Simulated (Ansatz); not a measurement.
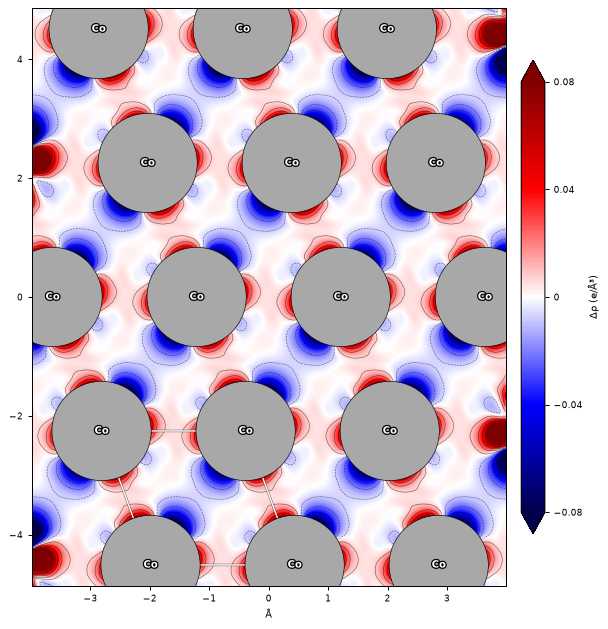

Co. Difference of the valence pseudo-densities of two functionals at the same geometry, on the (010) plane of the calculation cell: one of PBE0 and PBEsol less the other.

Space group P-1; a structure from a database of computed crystals, not necessarily the ambient phase; spin-polarised.

Both computed with Ansatz (plane waves, PAW), on the same k-point mesh. Grey discs cover the atomic cores.

```
CELL_PARAMETERS angstrom
-1.41457 1.39291 1.39216
1.44298 -1.37513 1.40278
1.41127 1.37182 -1.37438
ATOMIC_POSITIONS crystal
Co 0.00000 0.00000 0.00000
```

**Which was subtracted from which, and what does the map show?**

It is PBE0 less PBEsol. Against PBEsol, PBE0 gives less density around Co (−0.006 e/Å³ on average at 1.0 Å from the nucleus) and a change of +0.005 e/Å³ at the midpoint of Co–Co and +0.005 e/Å³ at the midpoint of Co–Co.
